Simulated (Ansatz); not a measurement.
Run report: C, geometry relaxation (part 2 of 2)

C (slab, 2 atoms in the cell); DFT PBE+D3(BJ), scalar-relativistic, plane waves, PAW, no spin polarisation (Ansatz 0.2.0); cutoff 420 eV, 21×21×1 k-mesh, Gaussian smearing of 0.1 eV. The structure derives from a Materials Project entry. It belongs to a series of runs on one base structure; here: one layer taken out of the bulk.

Geometry of the input (Å; fractional positions):
```
2.4649  0.0000  0.0000
1.2325  2.1347  0.0000
0.0000  0.0000  26.0015
C  0.1656  0.1656  0.5000
C  0.4990  0.4990  0.5000
```

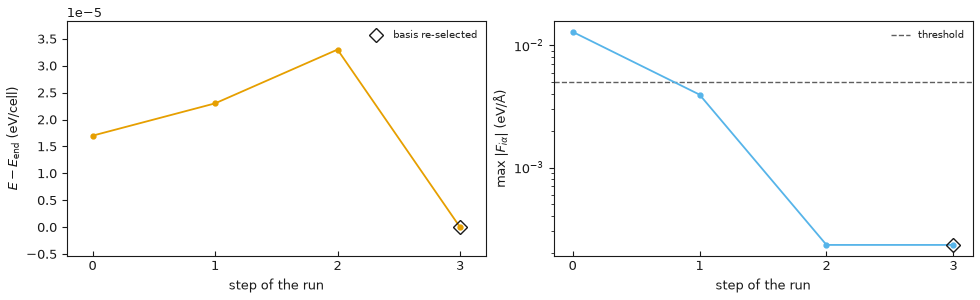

Progress of the relaxation, step by step (the first geometry is step 0 here and step 1 in the log). The energy rises by next to nothing (0.0 meV per cell of the calculation) in 2 geometry steps. The largest force component goes from 0.013 to 0.00023 eV/Å. No atom moves by more than 0.005 Å relative to the cell. A last SCF at the same geometry on a re-selected plane-wave basis shifts the energy by next to nothing (0.0 meV per cell of the calculation).

```
basis re-selected at this cell: Δ(F+E_penalty+E_count) = -3.286e-5 eV, ΔP = +0.001 N/m vs the last step (what re-selecting the basis moved, of the pressure what is left beyond the Pulay correction that the steps carried, after the strain that the cell walked since its last selection, with what the two solves' SCF thresholds leave and, on support functions, any second-order correction that the steps lacked; it is no measure of the basis error at this ecutwfc). This SCF's stress stands 3.05e-3 N/m from its target on what of the cell is left free (relax.cell.stress_2d_tol is 2.00e-2 N/m) and its largest allowed force component is 2.32e-4 eV/Å (relax.f_tol is 5.00e-3 eV/Å): within both
SCF converged after 4 iterations
an eigenvalue changed by more than its tolerance at an iteration that met the thresholds in force, so the SCF went on 1 time: the last check found none over its tolerance
Free energy (F): -502.061733 eV
Harris-Foulkes:  -502.061733 eV  (|F-HF|=2.90e-12)
Internal energy: -502.061221 eV  (E = F + TS)
E sigma→0 (E₀):  -502.061477 eV
Entropy (-TS):   -0.000512 eV (-0.256 meV/atom)
Fermi energy:    -4.243733 eV
--- Per-component energies (eV) ---
  E_band       = -107.162169
  E_kinetic    = 181.658811
  E_local      = -6749.291590  (includes V_loc(G=0)·N_el)
  E_nonlocal   = 54.582184
  E_hartree    = 3269.120707
  E_xc         = -95.928984
  E_vxc        = -118.751923  (∫ρ·V_xc dr)
  E_paw        = -198.682986  (= ΣΔE_a)
  E_vpaw       = -13.601090  (= ΣTr[D̂ρ^β])
  E_aug_tail   = 0.000015  (compensation charges beyond the density's cutoff)
  E_ewald      = 3036.657747
  E_disp       = -0.177125  (pairwise vdW)
  E_smearing   = -0.000512  (= −TS)
  E_closure    = 0.000000  (closes the sum)
  Σ components = -502.061733   (vs F -502.061733, Δ=0.00e0)
--- Forces (eV/Å), atoms counted from 1 ---
  atom   1  C      0.00000772     0.00000446    -0.00023245
  atom   2  C     -0.00000772    -0.00000446     0.00023245
  max |Σ_I F_I| component: 2.71e-20 eV/Å
--- 2D stress c σ (N/m, compression-positive) ---
        0.002985      -0.000039      -0.000000
       -0.000039       0.003031       0.000000
       -0.000000       0.000000       0.000000
  P = ½ c Tr σ = 0.0030 N/m
--- Band table (eV; the first three rows and the last of 121) ---
  k-point 0: bands = ["-23.7696", "-11.8672", "-7.2921", "-7.2921", "-0.9840 (-0.9840°)", "-0.2162 (-0.2247°)", "0.3732", "0.5706"]
  k-point 1: bands = ["-23.7160", "-11.8031", "-7.5124", "-7.4081", "-0.9112 (-0.9113°)", "-0.1424 (-0.1508°)", "0.4477", "0.6449"]
  k-point 2: bands = ["-23.5556", "-11.6113", "-8.1307", "-7.7259", "-0.6931 (-0.6932°)", "0.0789 (0.0706°)", "0.6712", "0.8677"]
  k-point 120: bands = ["-18.4943", "-17.4594", "-10.8577", "-6.5568", "-2.5743", "3.3719", "6.9151", "7.0696"]
  ° read free of the cell's end (the report's vacuum.weakly_bound_levels)
--- Relaxed structure (3 steps of the walk, 3 accepted, 1 SCFs on fresh bases) ---
  F+E_penalty+E_count = -502.06173311 eV   max|allowed force component| = 2.324e-4 eV/Å   (the final SCF, on the basis selected at the relaxed cell)
  cell:  # Å, volume = 136.9017 Å³
    - [2.4656963726798256, -7.760742529384721e-6, 2.2539998016727858e-104]
    - [1.2328554413671513, 2.1353515080656127, 2.81772305418114e-105]
    - [2.3776451526562487e-103, -1.0295428047872635e-103, 26.0015393195]
  atoms:
    - { symbol: C, position: [0.16562348984472014, 0.16562348984472017, 0.5000002658484699] }
    - { symbol: C, position: [0.4989568487552798, 0.49895684875527985, 0.4999997341515302] }
```

## Trajectory as extended XYZ (Å, eV, eV/Å), 4 frames, from step=1 to step=4
```
2
Lattice="2.4649 0.0000 0.0000 1.2325 2.1347 0.0000 0.0000 0.0000 26.0015" Properties=species:S:1:pos:R:3:forces:R:3 step=1 energy=-502.06172
C     0.6124    0.3536   13.0004   -0.0001   0.0000   0.0129
C     1.8449    1.0651   13.0012    0.0001   0.0000  -0.0129
2
Lattice="2.4654 -0.0000 0.0000 1.2327 2.1351 0.0000 0.0000 0.0000 26.0015" Properties=species:S:1:pos:R:3:forces:R:3 step=2 energy=-502.06171
C     0.6125    0.3536   13.0009    0.0000   0.0000  -0.0040
C     1.8452    1.0653   13.0007    0.0000   0.0000   0.0040
2
Lattice="2.4657 -0.0000 0.0000 1.2329 2.1354 0.0000 0.0000 0.0000 26.0015" Properties=species:S:1:pos:R:3:forces:R:3 step=3 energy=-502.06170
C     0.6126    0.3537   13.0008    0.0000   0.0000  -0.0002
C     1.8454    1.0654   13.0008    0.0000   0.0000   0.0002
2
Lattice="2.4657 -0.0000 0.0000 1.2329 2.1354 0.0000 0.0000 0.0000 26.0015" Properties=species:S:1:pos:R:3:forces:R:3 step=4 energy=-502.06173
C     0.6126    0.3537   13.0008    0.0000   0.0000  -0.0002
C     1.8454    1.0654   13.0008    0.0000   0.0000   0.0002
```

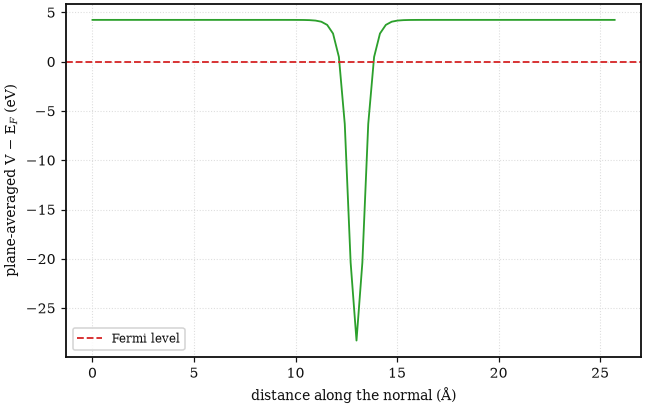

Plane average of the electrostatic potential energy of an electron across the cell, from the Fermi level. The vacuum level lies 4.24 eV above the Fermi level.

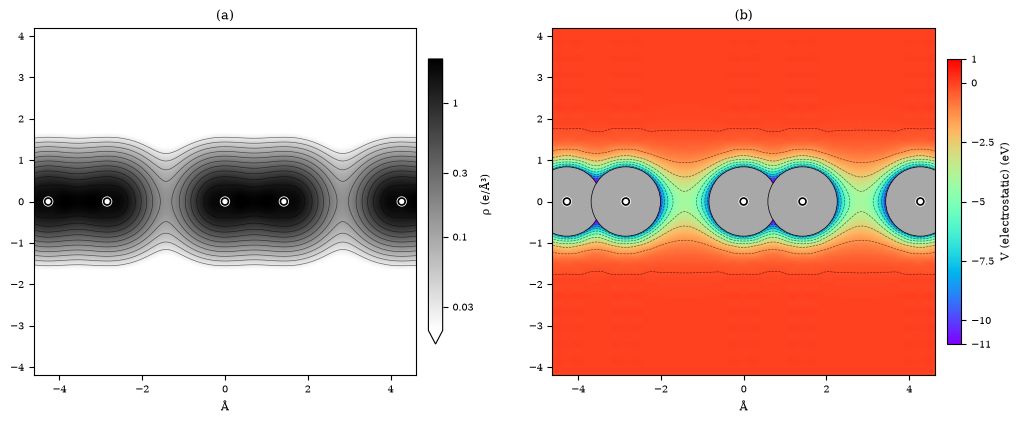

(a) valence charge density (pseudo); (b) electrostatic potential energy of an electron on the (11̄0) plane of the calculation cell, a cut from vacuum to vacuum. Circles mark the nuclei in the plane (C). Grey discs, where drawn, cover atomic cores. The plane passes through C nuclei. C–C (1.42 Å): ρ is about 2 e/Å³ halfway. The density dies away to nearly zero in the vacuum. In a PAW calculation such maps are meaningful between the atoms, not at the nuclei.

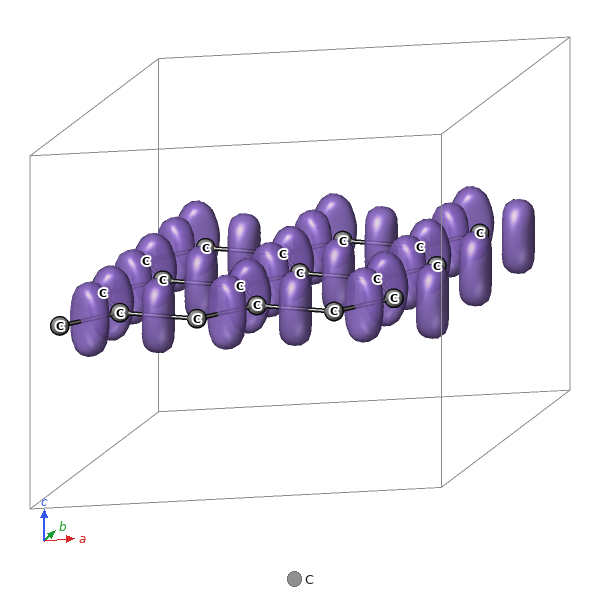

Isosurface of the electron localisation function at 0.8 (purple), seen slightly off an axis. Only the valence region is drawn (cores and ρ < 0.01 e/Å³ removed). Sticks mark near contacts. Counts are for one cell; the picture repeats the cell along the surface.  Values along the shortest contacts: C–C (1.42 Å): the ELF peaks at about 0.95 between the atoms, which marks a covalent bond.
